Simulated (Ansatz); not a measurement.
**Single-point calculation, with input and output: Hf$_{8}$HO$_{16}$ (charge +1) (part 2 of 2)**

The same run, continued: Hf$_{8}$HO$_{16}$ (defect cell, 25 atoms in the cell, total charge +1); DFT, PBE, plane waves, PAW, no spin polarisation (Ansatz 0.2.0); cutoff 420 eV, 2×2×2 k-mesh, Gaussian smearing of 0.01 eV. The structure derives from a Materials Project entry.

### Output, continued
```
  k-point 1: bands = ["-45.9918", "-45.9520", "-45.9442", "-45.8999", "-45.8924", "-45.8696", "-45.8348", "-45.7898", "-15.0604", "-14.9515", "-14.8961", "-14.8668", "-14.8443", "-14.8291", "-14.8097", "-14.7397", "-14.6974", "-14.6707", "-14.6455", "-14.6238", "-14.6124", "-14.5907", "-14.5819", "-14.5748", "-14.5459", "-14.5342", "-14.5291", "-14.5101", "-14.4915", "-14.4863", "-14.4647", "-14.4479", "-4.8795", "-3.1618", "-2.5941", "-2.4048", "-2.3748", "-2.2105", "-2.0920", "-1.9536",
      "-1.8506", "-1.6049", "-1.4838", "-1.4517", "-1.4309", "-1.3716", "-1.3522", "-1.2950", "4.1072", "4.1127", "4.1162", "4.1282", "4.1294", "4.1422", "4.1455", "4.1494", "4.1521", "4.1539", "4.1571", "4.1637", "4.1654", "4.1682", "4.1713", "4.1756", "4.1799", "4.1887", "4.1932", "4.1956", "4.1982", "4.2000", "4.2035", "4.2061", "4.2106", "4.2128", "4.2147", "4.2169", "4.2223", "4.2231", "4.2264", "4.2278",
      "4.2310", "4.2353", "4.2389", "4.2399", "4.2453", "4.2468", "4.2503", "4.2556", "4.2617", "4.2647", "4.2701", "4.2754", "4.2800", "4.2832", "4.2891", "4.2941", "4.3097", "4.3184", "4.3203", "4.3265", "4.3309", "4.3420", "4.3473", "4.3711", "7.6315", "9.2201", "9.3580", "9.6124", "9.9932", "10.0001", "10.1699", "10.2701", "10.3779", "10.4189", "10.6523", "10.7451", "10.7856", "10.9109", "10.9598", "11.0293",
      "11.2054", "11.3454", "11.4705", "11.5055", "11.5651", "11.6454", "11.7384", "11.8563", "12.1700", "12.2881", "12.3955", "12.4746", "12.5395", "12.7046", "12.7602", "12.8000", "12.9024", "12.9953", "13.0248", "13.0731", "13.1313", "13.2942", "13.4408", "13.4940", "13.6892", "13.7574", "13.8334", "13.9308", "14.0315", "14.0875", "14.2554", "14.4974", "19.1817", "19.2544", "19.2949", "19.4670", "19.6116", "19.6890", "19.7516", "19.8345",
      "20.0687", "20.1768", "20.3095", "20.3886", "20.5610", "20.6143", "20.6676", "20.9015", "21.0238", "21.0911", "21.2343", "21.3099", "21.6376", "21.6842", "21.7701", "21.9170"]
  k-point 2: bands = ["-45.9917", "-45.9520", "-45.9442", "-45.9000", "-45.8923", "-45.8696", "-45.8348", "-45.7898", "-15.0522", "-14.9355", "-14.8523", "-14.8399", "-14.8261", "-14.8126", "-14.7797", "-14.7541", "-14.7200", "-14.6948", "-14.6645", "-14.6435", "-14.6292", "-14.6047", "-14.6002", "-14.5726", "-14.5551", "-14.5437", "-14.5279", "-14.5084", "-14.4969", "-14.4834", "-14.4717", "-14.4464", "-4.8688", "-2.9814", "-2.7677", "-2.3938", "-2.2511", "-2.1458", "-2.0364", "-1.9795",
      "-1.8919", "-1.6452", "-1.5634", "-1.4894", "-1.4301", "-1.4051", "-1.3546", "-1.3156", "4.1078", "4.1124", "4.1163", "4.1281", "4.1296", "4.1415", "4.1450", "4.1486", "4.1520", "4.1541", "4.1566", "4.1623", "4.1653", "4.1681", "4.1709", "4.1750", "4.1816", "4.1884", "4.1916", "4.1943", "4.1980", "4.2011", "4.2051", "4.2066", "4.2102", "4.2123", "4.2139", "4.2177", "4.2224", "4.2233", "4.2261", "4.2305",
      "4.2325", "4.2350", "4.2377", "4.2412", "4.2437", "4.2474", "4.2513", "4.2559", "4.2592", "4.2669", "4.2690", "4.2763", "4.2810", "4.2834", "4.2925", "4.2957", "4.3053", "4.3186", "4.3218", "4.3268", "4.3314", "4.3417", "4.3471", "4.3640", "7.6303", "9.4167", "9.5427", "9.7577", "9.8292", "9.9265", "10.1550", "10.2609", "10.3767", "10.4368", "10.5156", "10.5809", "10.7064", "10.7970", "10.8940", "10.9500",
      "11.0995", "11.2644", "11.3824", "11.5487", "11.6892", "11.8027", "11.8904", "12.0553", "12.1224", "12.2312", "12.3788", "12.5058", "12.5384", "12.6412", "12.8307", "12.8571", "12.9488", "13.0028", "13.0974", "13.1927", "13.2489", "13.2743", "13.3517", "13.4225", "13.5593", "13.6532", "13.8542", "13.9227", "14.0327", "14.1680", "14.2783", "14.3012", "18.9426", "19.1185", "19.2667", "19.4347", "19.6983", "19.7487", "19.8617", "19.9507",
      "20.1262", "20.2367", "20.3005", "20.3575", "20.4094", "20.6173", "20.7145", "20.8261", "21.1503", "21.3207", "21.4446", "21.4739", "21.5544", "21.6876", "21.8405", "22.0032"]
  k-point 3: bands = ["-45.9917", "-45.9518", "-45.9444", "-45.8998", "-45.8924", "-45.8697", "-45.8348", "-45.7898", "-15.0274", "-14.9461", "-14.8881", "-14.8536", "-14.8222", "-14.8052", "-14.7771", "-14.7526", "-14.7178", "-14.6953", "-14.6559", "-14.6430", "-14.6248", "-14.6024", "-14.5938", "-14.5706", "-14.5574", "-14.5436", "-14.5340", "-14.5113", "-14.5001", "-14.4813", "-14.4602", "-14.4514", "-4.8552", "-3.0306", "-2.7319", "-2.4454", "-2.2108", "-2.1602", "-2.0517", "-1.9642",
      "-1.9134", "-1.6501", "-1.5508", "-1.4993", "-1.4672", "-1.3914", "-1.3232", "-1.2699", "4.1059", "4.1122", "4.1156", "4.1270", "4.1296", "4.1376", "4.1410", "4.1525", "4.1551", "4.1561", "4.1600", "4.1627", "4.1655", "4.1694", "4.1714", "4.1738", "4.1815", "4.1903", "4.1925", "4.1960", "4.1981", "4.2012", "4.2030", "4.2056", "4.2096", "4.2113", "4.2147", "4.2178", "4.2208", "4.2230", "4.2260", "4.2277",
      "4.2324", "4.2343", "4.2377", "4.2414", "4.2437", "4.2483", "4.2521", "4.2584", "4.2623", "4.2645", "4.2716", "4.2749", "4.2798", "4.2836", "4.2895", "4.2936", "4.3078", "4.3192", "4.3203", "4.3268", "4.3335", "4.3390", "4.3474", "4.3679", "7.5957", "9.3472", "9.6633", "9.7854", "9.8103", "9.9969", "10.1339", "10.2853", "10.3301", "10.4223", "10.4675", "10.5796", "10.6860", "10.7914", "10.8926", "11.0525",
      "11.1715", "11.2666", "11.3392", "11.4598", "11.6319", "11.7050", "11.9870", "12.0597", "12.1597", "12.3181", "12.4224", "12.4757", "12.5876", "12.5913", "12.7308", "12.8428", "12.9630", "13.0211", "13.0896", "13.1734", "13.2002", "13.2883", "13.3365", "13.4207", "13.5777", "13.7142", "13.8373", "13.9656", "14.0661", "14.1475", "14.2351", "14.2725", "18.9213", "19.1924", "19.3201", "19.4015", "19.6542", "19.7561", "19.8241", "19.9220",
      "20.0908", "20.2049", "20.3304", "20.3817", "20.5180", "20.6057", "20.7212", "20.8514", "21.1125", "21.3489", "21.4205", "21.5018", "21.6110", "21.6442", "21.7784", "21.9559"]
```

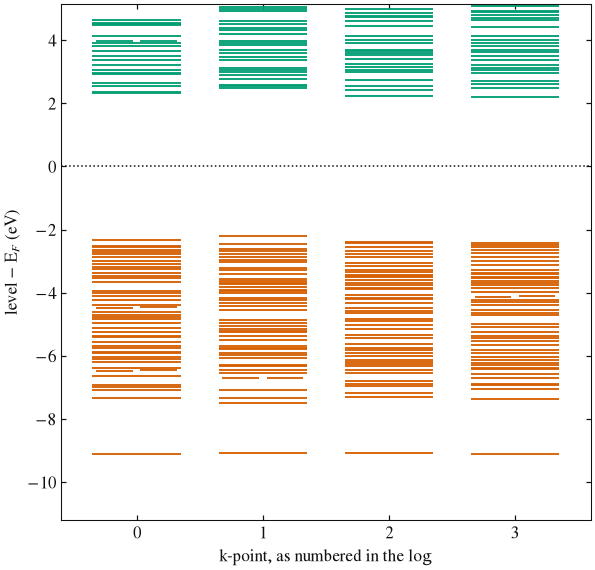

Figure 1. Kohn–Sham levels near the Fermi level (dotted) at the few k-points that the log prints; levels within 0.02 eV of each other stand side by side. Among these points the highest filled and lowest empty levels are 4.42 eV apart, which is the gap on the mesh.

This output came from the following input.

### The input
```yaml
crystal:
  lattice:
    - [0.0, -5.0692310538, 5.1009634478]
    - [0.0, -5.0692310538, -5.1009634478]
    - [5.2938029111, 5.0692310538, 0.0]
  atoms:
    - { symbol: Hf, position: [0.5040714911, 0.2475744392, 0.0371656027] }
    - { symbol: Hf, position: [0.0021316497, 0.7631611755, 0.0388595412] }
    - { symbol: Hf, position: [0.9658155359, 0.2261350275, 0.4690692312] }
    - { symbol: Hf, position: [0.4662729112, 0.7316138342, 0.4804346166] }
    - { symbol: Hf, position: [0.5149470938, 0.2774329632, 0.5371411937] }
    - { symbol: Hf, position: [0.0121897258, 0.7751715255, 0.5359569355] }
    - { symbol: Hf, position: [0.9789964772, 0.243958244, 0.9701141027] }
    - { symbol: Hf, position: [0.4905313899, 0.7531301027, 0.9634182176] }
    - { symbol: O, position: [0.8299168094, 0.4565124588, 0.366231786] }
    - { symbol: O, position: [0.3343289031, 0.9572172049, 0.3722386487] }
    - { symbol: O, position: [0.9644853502, 0.0887322934, 0.1355434469] }
    - { symbol: O, position: [0.4455036445, 0.5832512486, 0.1182827512] }
    - { symbol: O, position: [0.8778459317, 0.3892696964, 0.7362534269] }
    - { symbol: O, position: [0.3789452468, 0.8904370637, 0.7395860793] }
    - { symbol: O, position: [0.1490351045, 0.1630706625, 0.776126097] }
    - { symbol: O, position: [0.6465795448, 0.6589102811, 0.7695148782] }
    - { symbol: O, position: [0.8502008014, 0.8613496253, 0.2672898589] }
    - { symbol: O, position: [0.3616743877, 0.3701233214, 0.272388724] }
    - { symbol: O, position: [0.5906376494, 0.0976354477, 0.2374823011] }
    - { symbol: O, position: [0.091272667, 0.5989633447, 0.2364910349] }
    - { symbol: O, position: [0.6536121092, 0.2748498203, 0.8704925596] }
    - { symbol: O, position: [0.1565593058, 0.7762195987, 0.8706242137] }
    - { symbol: O, position: [0.7824255923, 0.904583678, 0.6256487301] }
    - { symbol: O, position: [0.2880394709, 0.4138476265, 0.6393569632] }
    - { symbol: H, position: [0.2879589579, 0.489552467, -0.0206208231] }
  host:
    lattice:
      - [5.2938029111, 0.0, 0.0]
      - [0.0, 5.0692310538, 0.0]
      - [0.0, 0.0, 5.1009634478]
    atoms:
      - { symbol: Hf, position: [0.0326151407, 0.2662882067, 0.2399856288] }
      - { symbol: Hf, position: [0.4673848593, 0.2662882067, 0.7399856288] }
      - { symbol: Hf, position: [0.5326151407, 0.7337117933, 0.2399856288] }
      - { symbol: Hf, position: [0.9673848593, 0.7337117933, 0.7399856288] }
      - { symbol: O, position: [0.3653937409, 0.0675958039, 0.3831527426] }
      - { symbol: O, position: [0.1346062591, 0.0675958039, 0.8831527426] }
      - { symbol: O, position: [0.7291834876, 0.4628122413, 0.4898616287] }
      - { symbol: O, position: [0.7708165124, 0.4628122413, 0.9898616287] }
      - { symbol: O, position: [0.2708165124, 0.5371877587, 0.9898616287] }
      - { symbol: O, position: [0.2291834876, 0.5371877587, 0.4898616287] }
      - { symbol: O, position: [0.8653937409, 0.9324041961, 0.3831527426] }
      - { symbol: O, position: [0.6346062591, 0.9324041961, 0.8831527426] }
total_charge: 1
basis:
  ecutwfc: 420
  xc_grid: 2
kpoints:
  mp_grid: { grid: [2, 2, 2], shift: [0.5, 0.5, 0.5] }
hamiltonian:
  xc: pbe
scf:
  occupations: { method: gaussian, width: 0.01 }
output:
  forces: true
  eigenvalues: true
```

Launched with:
```bash
ansatz run input.yaml --threads 4 --pin off --max-ram 10240MiB --backend cpu --events-out ev --progress --plain --runs-dir out
```

### Results in brief

```csv
quantity,value
outcome,converged
electrons treated,304
free energy,−134924.7489 eV
Fermi energy,16.709 eV
gap on the k-point mesh,4.42 eV
largest force (length of the vector),0.028 eV/Å
hardware,"4 threads of Intel Xeon (Granite Rapids), 32 GiB of memory available, shared host"
wall time,4.3 s (CPU time 15 s)
peak memory,1.2 GiB
```

### Notes

The cell is charged and computed with a neutralising background, so its energy and pressure depend on the cell and aren't those of a real crystal. Spin–orbit coupling is left out, which matters for Hf.
